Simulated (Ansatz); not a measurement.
# Ga2AsP: single-point calculation

The run: single-point calculation of Ga2AsP (P-4m2, 8 atoms in the cell). Method and program: DFT, r2SCAN, plane waves, PAW, no spin polarisation (Ansatz 0.2.0).

The structure was built on a prototype by a generator; it need not be a known phase. The geometry comes from this level: r2SCAN. It belongs to a series of runs on one base structure; here: volume +3%. Figures and captions count atoms from 1; the log counts them from 0 in places.

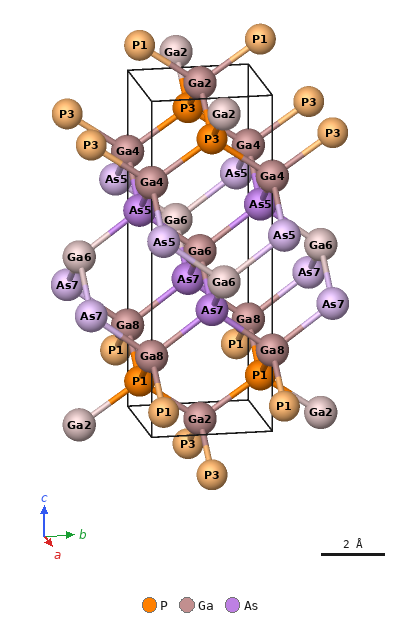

*The structure as given in the input (ball-and-stick view of the cell of the calculation, seen slightly off an axis; neighbours outside the cell are drawn fainter; atoms are numbered from 1 in the order of the input).*

Near neighbours in the crystal (not all of them lie inside the picture): P has 4 Ga at 2.40 Å; Ga has 4 P at 2.40 Å; Ga has 2 As at 2.46 Å and 2 P at 2.40 Å; As has 4 Ga at 2.46 Å; Ga has 4 As at 2.46 Å.

## The input
```yaml
crystal:
  lattice:
    - [3.9710227985, 0.0, 0.0]
    - [0.0, 3.9710227985, 0.0]
    - [0.0, 0.0, 11.2138558031]
  atoms:
    - { symbol: P, position: [0.5, 0.0, 0.1207086257] }
    - { symbol: Ga, position: [0.5, 0.5, 0.0] }
    - { symbol: P, position: [0.0, 0.5, 0.8792913743] }
    - { symbol: Ga, position: [0.0, 0.0, 0.7587346624] }
    - { symbol: As, position: [0.5, 0.0, 0.629264991] }
    - { symbol: Ga, position: [0.5, 0.5, 0.5] }
    - { symbol: As, position: [0.0, 0.5, 0.370735009] }
    - { symbol: Ga, position: [0.0, 0.0, 0.2412653376] }
kpoints:
  mp_grid: { grid: [6, 6, 2] }
hamiltonian:
  xc: r2scan
scf:
  occupations: { method: fixed }
  n_extra_bands: 6
output:
  forces: true
  stress: true
  eigenvalues: true
```

Command:
```bash
ansatz run input.yaml --threads 2 --pin off --max-ram 3686MiB --backend cpu --events-out ev --progress --plain --runs-dir out
```

## The program's output
```
scf.n_extra_bands = 6 over 46 filled bands (N_el = 92.0): the run solves 52 bands
Engine: ansatz 0.2.0, aarch64-unknown-linux-gnu
Pseudopotentials: kind: paw
Pseudopotential: P, paw, valence charge 5, recommended cutoff 500 eV (meta_gga), P.paw.azcp
Pseudopotential: Ga, paw, valence charge 13, recommended cutoff 500 eV (meta_gga), Ga.paw.azcp
Pseudopotential: As, paw, valence charge 15, recommended cutoff 500 eV (meta_gga), As.paw.azcp
Functional definition: r2SCAN
  parameter k0 = 0.174
  parameter k1 = 0.065
  parameter a1 = 4.9479
  exchange = r2scan_x(k0 = k0, k1 = k1, a1 = a1)
  correlation = r2scan_c
Crystal: 8 atoms, lattice volume = 176.832 Å³
Basis set: ecut = 500 eV, 4481 PW (Γ), exchange–correlation on 120×120×360 points (64 copies of the dense FFT grid, shifted against one another)
Bands: 52, of which v1, the nominal top of the filled ones, is band 46 counted from 1 (45 counted from 0)
Symmetry: 8 space group operations
Space group: P-4m2 (ITA 115), of the structure as read, at distance tolerance 5.6e-5 Å
k-points: 20 of 72
Non-local potential: P, projectors of the file, l = 0: 2, l = 1: 2, l = 2: 2
Non-local potential: Ga, projectors of the file, l = 0: 2, l = 1: 2, l = 2: 3, l = 3: 1
Non-local potential: As, projectors of the file, l = 0: 2, l = 1: 2, l = 2: 3, l = 3: 1
PAW form: soft (Blöchl's): semilocal exchange-correlation on the pseudo side does not see the compensation charge
PAW frozen core: P, regenerated for the run's functional (the file was generated under x = pbe(κ = 0.804, μ = 0.2195149727645171), c = pbe(β = 0.06672455060314922))
PAW frozen core: Ga, regenerated for the run's functional (the file was generated under x = pbe(κ = 0.804, μ = 0.2195149727645171), c = pbe(β = 0.06672455060314922))
PAW frozen core: As, regenerated for the run's functional (the file was generated under x = pbe(κ = 0.804, μ = 0.2195149727645171), c = pbe(β = 0.06672455060314922))
PAW one-centre angular grid: P, 302 points (default); XC on 160 Gauss nodes
PAW one-centre angular grid: Ga, 590 points (default); XC on 160 Gauss nodes
PAW one-centre angular grid: As, 590 points (default); XC on 160 Gauss nodes
Initial density: superposition of atomic densities (neutral atoms: chi_scale 0, normalization atom), corrected by the library's trained network
Initial wavefunctions: pseudopotential atomic-orbital guess
Functional: x = r2scan, c = r2scan; τ floored in thin density (d = 2e-4 eV/Å³)
SCF iter   1: F=—  HF=-26412.337019 eV  |F-HF|=—  |Δ(HF+E_count)|=         —  Δρ=8.36e-3  dr2=6.79e-2  dr2_τ=2.02e-2  ethr=1.77e-3  ⟨swp⟩=5.2  Hψ=3473  notcnv=0  defer=64
preconditioner: auto → Resta (q_TF=auto, 2.447 Å⁻¹)  ε∞=3.8  [insulator: Δε(μ)=1.296 eV  Ē_g=14.172 eV  n_scr=48 (ndim 8)  ℏωp=23.7 eV  f_vac=0.050  ε∞_Penn≈3.8]
SCF iter   2: F=—  HF=-26412.364905 eV  |F-HF|=—  |Δ(HF+E_count)|=   2.79e-2  Δρ=2.10e-3  dr2=5.43e-3  dr2_τ=2.98e-4  ethr=7.38e-5  ⟨swp⟩=3.0  Hψ=2248  notcnv=0  defer=79
SCF iter   3: F=—  HF=-26412.363563 eV  |F-HF|=—  |Δ(HF+E_count)|=   1.34e-3  Δρ=1.88e-3  dr2=2.91e-3  dr2_τ=3.02e-5  ethr=5.90e-6  ⟨swp⟩=2.0  Hψ=1768  notcnv=0  defer=80
SCF iter   4: F=—  HF=-26412.363947 eV  |F-HF|=—  |Δ(HF+E_count)|=   3.84e-4  Δρ=2.93e-4  dr2=2.15e-4  dr2_τ=3.20e-6  ethr=3.16e-6  ⟨swp⟩=2.1  Hψ=1318  notcnv=0  defer=80
SCF iter   5: F=—  HF=-26412.363927 eV  |F-HF|=—  |Δ(HF+E_count)|=   2.04e-5  Δρ=9.58e-5  dr2=1.99e-5  dr2_τ=7.09e-7  ethr=2.33e-7  ⟨swp⟩=2.1  Hψ=1932  notcnv=0  defer=79
SCF iter   6: F=—  HF=-26412.363955 eV  |F-HF|=—  |Δ(HF+E_count)|=   2.79e-5  Δρ=3.93e-5  dr2=4.35e-6  dr2_τ=1.12e-7  ethr=2.16e-8  ⟨swp⟩=2.1  Hψ=1932  notcnv=0  defer=77
SCF iter   7: F=—  HF=-26412.363957 eV  |F-HF|=—  |Δ(HF+E_count)|=   2.05e-6  Δρ=8.60e-6  dr2=1.96e-7  dr2_τ=3.47e-9  ethr=4.73e-9  ⟨swp⟩=2.3  Hψ=1578  notcnv=0  defer=77
SCF iter   8: F=—  HF=-26412.363957 eV  |F-HF|=—  |Δ(HF+E_count)|=   4.46e-8  Δρ=5.73e-6  dr2=4.69e-8  dr2_τ=1.02e-9  ethr=1.09e-10  ⟨swp⟩=13.2  Hψ=5021  notcnv=0
SCF iter   9: F=-26412.363957 eV  HF=-26412.363957 eV  |F-HF|=3.49e-10  |Δ(HF+E_count)|=   3.62e-8  Δρ=1.25e-6  dr2=3.98e-9  dr2_τ=7.73e-11  ethr=5.10e-11  ⟨swp⟩=4.0  Hψ=3687  notcnv=0
SCF 1 converged in 9 iterations: F = -26412.363957 eV  dr2 = 3.98e-9
  greatest PAW one-centre occupation: 0.999 electrons in one spin orbital (limit 2), on the As atom at site 4 (counted from 0), in its partial waves of l = 2
SCF converged after 9 iterations
Free energy (F): -26412.363957 eV
Harris-Foulkes:  -26412.363957 eV  (|F-HF|=3.49e-10)
Internal energy: -26412.363957 eV  (E = F + TS)
E sigma→0 (E₀):  -26412.363957 eV
Fermi energy:    7.070594 eV
--- Per-component energies (eV) ---
  E_band       = -834.015486
  E_kinetic    = 804.154245
  E_local      = -13317.263714  (includes V_loc(G=0)·N_el)
  E_nonlocal   = 435.253914
  E_hartree    = 6515.323444
  E_xc         = -513.056662
  E_vxc        = -534.514487  (∫ρ·V_xc dr)
  E_paw        = -12864.648222  (= ΣΔE_a)
  E_vpaw       = -1279.242160  (= ΣTr[D̂ρ^β])
  E_aug_tail   = -0.000169  (compensation charges beyond the density's cutoff)
  E_vtau       = 26.955608  (kinetic-family band-sum trace: ∫τ·v_τ [+ j·A + Jᵃ·Aᵃ] dr)
  E_ewald      = -7466.418014
  E_core_change = -5.708779  (= ΣΔE_core)
  E_smearing   = -0.000000  (= −TS)
  E_closure    = -0.000000  (closes the sum)
  Σ components = -26412.363957   (vs F -26412.363957, Δ=0.00e0)
--- Forces (eV/Å), atoms counted from 1 ---
  atom   1  P      0.00000000     0.00000000    -0.00385142
  atom   2  Ga    -0.00000000    -0.00000000     0.00000000
  atom   3  P      0.00000000    -0.00000000     0.00385142
  atom   4  Ga    -0.00000000     0.00000000    -0.00878710
  atom   5  As     0.00000000     0.00000000     0.00377202
  atom   6  Ga    -0.00000000     0.00000000     0.00000000
  atom   7  As     0.00000000     0.00000000    -0.00377202
  atom   8  Ga    -0.00000000    -0.00000000     0.00878710
  max |Σ_I F_I| component: 1.30e-16 eV/Å
--- Stress (GPa, compression-positive) ---
       -2.215948       0.000000       0.000000
        0.000000      -2.215948       0.000000
        0.000000       0.000000      -2.208955
  P = ⅓ Tr σ = -2.2136 GPa (-22.136 kbar)
--- Band table (eV; the first three rows and the last of 20) ---
  k-point 0: bands = ["-28.5444", "-28.5444", "-28.5430", "-28.5430", "-28.5400", "-28.5396", "-28.5344", "-28.5342", "-28.5272", "-28.5268", "-8.1599", "-8.1004", "-8.0957", "-8.0596", "-8.0596", "-8.0276", "-8.0108", "-8.0108", "-8.0062", "-8.0062", "-8.0042", "-7.9663", "-7.9614", "-7.9614", "-7.9594", "-7.9592", "-7.9370", "-7.9354", "-7.9168", "-7.9072", "-5.8462", "-4.8655", "-4.8426", "-3.1074", "0.2252", "3.1354", "3.1411", "4.2770", "4.2770", "5.3148", "5.3148", "5.4264", "5.4264", "7.0290", "7.0706", "7.0706", "8.4200", "8.8837", "8.8907", "9.4020", "9.5963", "10.7790"]
  k-point 1: bands = ["-28.5444", "-28.5444", "-28.5430", "-28.5430", "-28.5400", "-28.5396", "-28.5344", "-28.5342", "-28.5272", "-28.5268", "-8.1569", "-8.1208", "-8.0689", "-8.0591", "-8.0591", "-8.0376", "-8.0165", "-8.0165", "-8.0041", "-8.0002", "-8.0002", "-7.9663", "-7.9622", "-7.9622", "-7.9619", "-7.9568", "-7.9376", "-7.9349", "-7.9167", "-7.9072", "-5.6333", "-5.5356", "-3.9439", "-3.6659", "1.2030", "1.2222", "4.3945", "4.3945", "4.7857", "4.7857", "5.2186", "5.3819", "6.2385", "6.2385", "6.5839", "6.5839", "8.7532", "8.9010", "9.6467", "9.7946", "9.8615", "10.1240"]
  k-point 2: bands = ["-28.5445", "-28.5444", "-28.5432", "-28.5431", "-28.5397", "-28.5393", "-28.5343", "-28.5341", "-28.5273", "-28.5269", "-8.1540", "-8.1039", "-8.0967", "-8.0672", "-8.0576", "-8.0253", "-8.0160", "-8.0123", "-8.0108", "-8.0072", "-7.9984", "-7.9708", "-7.9665", "-7.9641", "-7.9565", "-7.9538", "-7.9382", "-7.9371", "-7.9143", "-7.9093", "-5.6179", "-4.6846", "-4.6595", "-3.0952", "0.3121", "2.4059", "2.4246", "3.5792", "4.4633", "5.0305", "5.2504", "5.4078", "5.4269", "5.5545", "6.3766", "6.9640", "9.1181", "9.5085", "9.9310", "9.9889", "10.5939", "11.2765"]
  k-point 19: bands = ["-28.5455", "-28.5442", "-28.5439", "-28.5431", "-28.5371", "-28.5371", "-28.5332", "-28.5332", "-28.5278", "-28.5278", "-8.1609", "-8.1609", "-8.1307", "-8.1307", "-8.0166", "-8.0037", "-8.0037", "-7.9982", "-7.9881", "-7.9828", "-7.9773", "-7.9734", "-7.9734", "-7.9627", "-7.9562", "-7.9493", "-7.9420", "-7.9374", "-7.9224", "-7.9001", "-3.2578", "-3.2578", "-2.9422", "-2.9422", "0.1646", "0.2736", "0.3231", "0.4406", "3.8168", "3.8835", "3.8956", "3.8956", "3.9397", "3.9960", "4.0998", "4.0998", "9.8823", "9.8823", "10.1666", "10.1813", "10.1869", "10.1869"]
```

## Results in brief

- outcome: converged
- space group (tolerance 0.01 Å): P-4m2 (115)
- electrons treated: 92
- free energy: −26412.3640 eV
- Fermi energy: 7.071 eV
- gap on the k-point mesh: 1.35 eV
- pressure: −2.21 GPa
- largest force (length of the vector): 0.009 eV/Å
- hardware: 2 threads of Arm Neoverse V1, 24 GiB of memory available, shared host
- wall time: 21 s (CPU time 41 s)
- peak memory: 0.75 GiB
